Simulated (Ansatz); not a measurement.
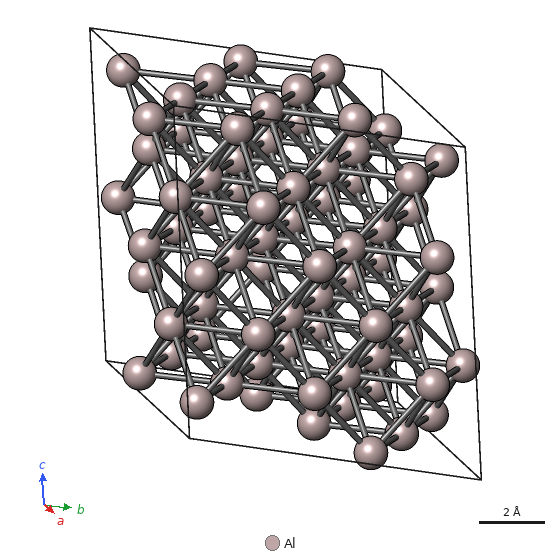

An orthographic ball-and-stick view of the structure, slightly off an axis. The supercell is outlined; an atom on or near a face, edge or corner is repeated at each equivalent position. The host is Al, in a cell of 62 sites, and the cell is neutral.

**Name the defect and give its surroundings.**

An aluminium vacancy. Around the empty site lie twelve Al at about 2.8 Å.

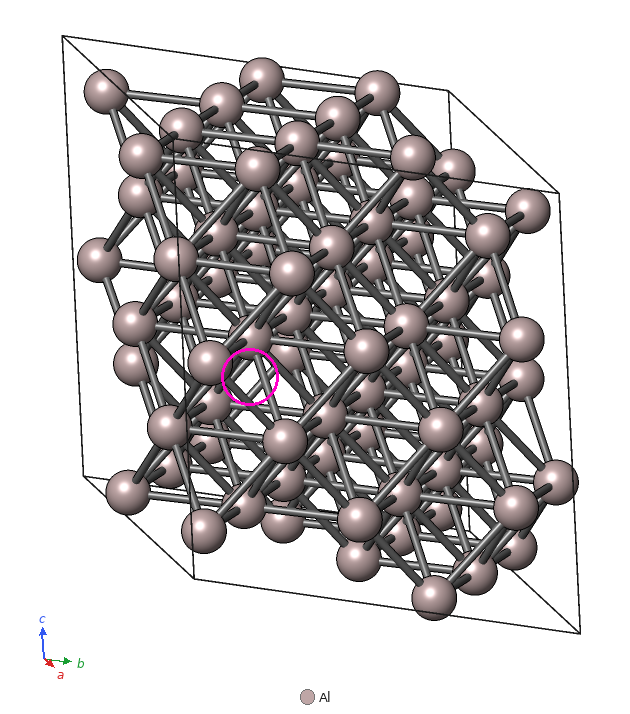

The same cell with a ring at the defect's site.

The atoms were relaxed in the host's cell with Ansatz 0.2.0, DFT PBE, scalar-relativistic, plane waves, PAW.
